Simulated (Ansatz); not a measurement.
## Electronic structure of SnO2 in real space

Input

```
crystal:
  lattice:
    - [-4.7892441572, 5.8241797358, 5.3055797788]
    - [-4.7892441572, -5.8241797358, -5.3055797788]
    - [4.7892441572, -5.8241797358, 5.3055797788]
  atoms:
    - { symbol: Sn, position: [0.625, 0.9174158539, 0.0424158539] }
    - { symbol: Sn, position: [0.125, 0.9174158539, 0.5424158539] }
    - { symbol: Sn, position: [0.125, 0.4174158539, 0.0424158539] }
    - { symbol: Sn, position: [0.625, 0.4174158539, 0.5424158539] }
    - { symbol: Sn, position: [0.125, 0.5825841461, 0.7075841461] }
    - { symbol: Sn, position: [0.625, 0.5825841461, 0.2075841461] }
    - { symbol: Sn, position: [0.625, 0.0825841461, 0.7075841461] }
    - { symbol: Sn, position: [0.125, 0.0825841461, 0.2075841461] }
    - { symbol: Sn, position: [0.375, 0.0825841461, 0.9575841461] }
    - { symbol: Sn, position: [0.875, 0.0825841461, 0.4575841461] }
    - { symbol: Sn, position: [0.875, 0.5825841461, 0.9575841461] }
    - { symbol: Sn, position: [0.375, 0.5825841461, 0.4575841461] }
    - { symbol: Sn, position: [0.375, 0.9174158539, 0.2924158539] }
    - { symbol: Sn, position: [0.875, 0.9174158539, 0.7924158539] }
    - { symbol: Sn, position: [0.875, 0.4174158539, 0.2924158539] }
    - { symbol: Sn, position: [0.375, 0.4174158539, 0.7924158539] }
    - { symbol: O, position: [0.1740172964, 0.8313977876, 0.7355526699] }
    - { symbol: O, position: [0.6740172964, 0.8313977876, 0.2355526699] }
    - { symbol: O, position: [0.6740172964, 0.3313977876, 0.7355526699] }
    - { symbol: O, position: [0.1740172964, 0.3313977876, 0.2355526699] }
    - { symbol: O, position: [0.8458451178, 0.9384646265, 0.0144473301] }
    - { symbol: O, position: [0.3458451178, 0.9384646265, 0.5144473301] }
    - { symbol: O, position: [0.3458451178, 0.4384646265, 0.0144473301] }
    - { symbol: O, position: [0.8458451178, 0.4384646265, 0.5144473301] }
    - { symbol: O, position: [0.4041548822, 0.6686022124, 0.8426195087] }
    - { symbol: O, position: [0.9041548822, 0.6686022124, 0.3426195087] }
    - { symbol: O, position: [0.9041548822, 0.1686022124, 0.8426195087] }
    - { symbol: O, position: [0.4041548822, 0.1686022124, 0.3426195087] }
    - { symbol: O, position: [0.5759827036, 0.0615353735, 0.9073804913] }
    - { symbol: O, position: [0.0759827036, 0.0615353735, 0.4073804913] }
    - { symbol: O, position: [0.0759827036, 0.5615353735, 0.9073804913] }
    - { symbol: O, position: [0.5759827036, 0.5615353735, 0.4073804913] }
    - { symbol: O, position: [0.4240172964, 0.9384646265, 0.0926195087] }
    - { symbol: O, position: [0.9240172964, 0.9384646265, 0.5926195087] }
    - { symbol: O, position: [0.9240172964, 0.4384646265, 0.0926195087] }
    - { symbol: O, position: [0.4240172964, 0.4384646265, 0.5926195087] }
    - { symbol: O, position: [0.5958451178, 0.3313977876, 0.1573804913] }
    - { symbol: O, position: [0.0958451178, 0.3313977876, 0.6573804913] }
    - { symbol: O, position: [0.0958451178, 0.8313977876, 0.1573804913] }
    - { symbol: O, position: [0.5958451178, 0.8313977876, 0.6573804913] }
    - { symbol: O, position: [0.1541548822, 0.0615353735, 0.9855526699] }
    - { symbol: O, position: [0.6541548822, 0.0615353735, 0.4855526699] }
    - { symbol: O, position: [0.6541548822, 0.5615353735, 0.9855526699] }
    - { symbol: O, position: [0.1541548822, 0.5615353735, 0.4855526699] }
    - { symbol: O, position: [0.8259827036, 0.1686022124, 0.2644473301] }
    - { symbol: O, position: [0.3259827036, 0.1686022124, 0.7644473301] }
    - { symbol: O, position: [0.3259827036, 0.6686022124, 0.2644473301] }
    - { symbol: O, position: [0.8259827036, 0.6686022124, 0.7644473301] }
basis:
  ecutwfc: 420
  xc_grid: 2
kpoints:
  mp_grid: { grid: [2, 2, 2], shift: [0.5, 0.5, 0.5] }
hamiltonian:
  xc: pbe
scf:
  occupations: { method: gaussian, width: 0.01 }
output:
  forces: true
  stress: true
  eigenvalues: true
  write_density: true
  write_potential: true
  elf: true
  volumetric_format: npy
```

Command:

```sh
ansatz run input.yaml --threads 4 --pin off --max-ram 10240MiB --backend cpu --events-out ev --progress --plain --runs-dir out
```

Space group Pbcn; a structure from a database of computed crystals, not necessarily the ambient phase.

Method: Ansatz, DFT PBE, scalar-relativistic, plane waves, PAW.

The density is the valence pseudo-density of a PAW calculation; it isn't the true density close to the nuclei.

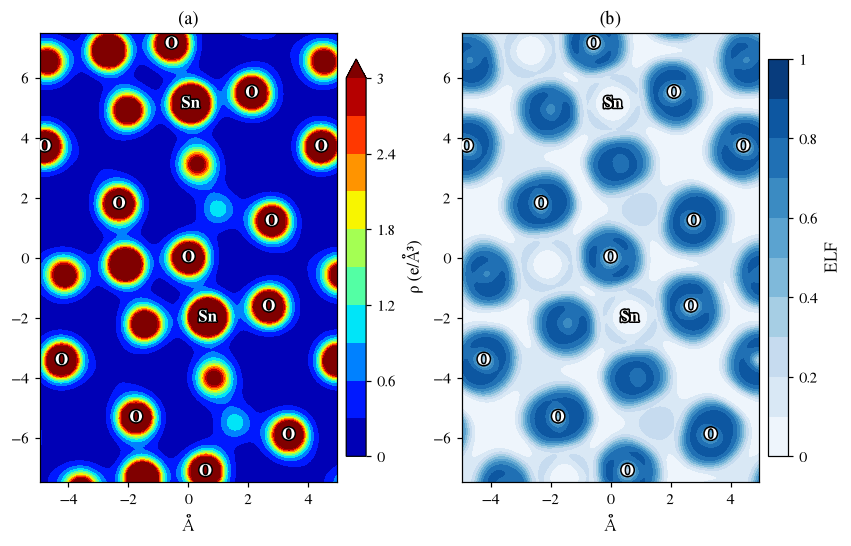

Figure 1. (a) valence electron density; (b) electron localisation function on the (011) plane of the calculation cell.

Interpret the plot.

The plane passes through Sn and O nuclei.
Atoms just off the plane (Sn, 0.3 Å away and O, 0.3 Å away) can leave unmarked features too.
Sn–O (2.06 Å): ρ is about 0.66 e/Å³ halfway; the ELF peaks at about 0.80 in the valence shell of O, 0.6 Å from its nucleus, and is about 0.25 at the midpoint; no shared electron pair shows on this line.
Between the atoms the lowest density in this plane is 0.02 e/Å³.
The ELF also peaks beside O, away from the bonds: lone-pair regions.

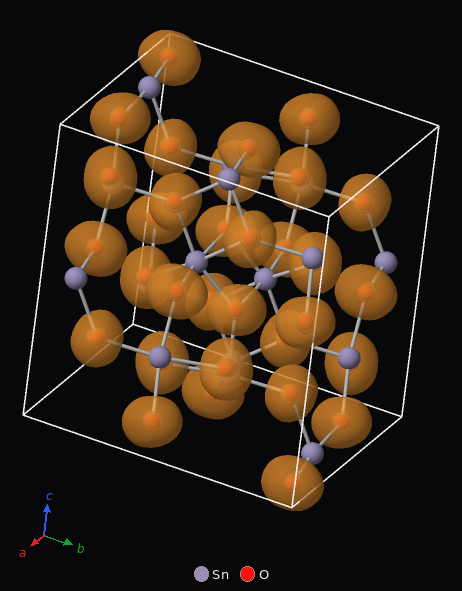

Figure 2. Isosurface of the electron localisation function at 0.65 (orange), seen slightly off an axis. Core shells and regions of very low density are left out. Sticks mark near contacts.

Where are the electrons localised?

At this value the surface marks out 32 regions wrapped around O (the valence shell of each), counted in one cell of 48 atoms. Any copies at cell faces, edges or corners count once. Profiles from the grid: Sn–O (2.14 Å): the ELF peaks at about 0.85 in the valence shell of O, 0.6 Å from its nucleus, and is about 0.25 at the midpoint: no shared electron pair shows on this line.

Does the calculation give a band gap?

It is gapped, with a Kohn–Sham gap of 2.1 eV on the k-point mesh (the band edges may lie off the mesh, which would make the gap smaller).
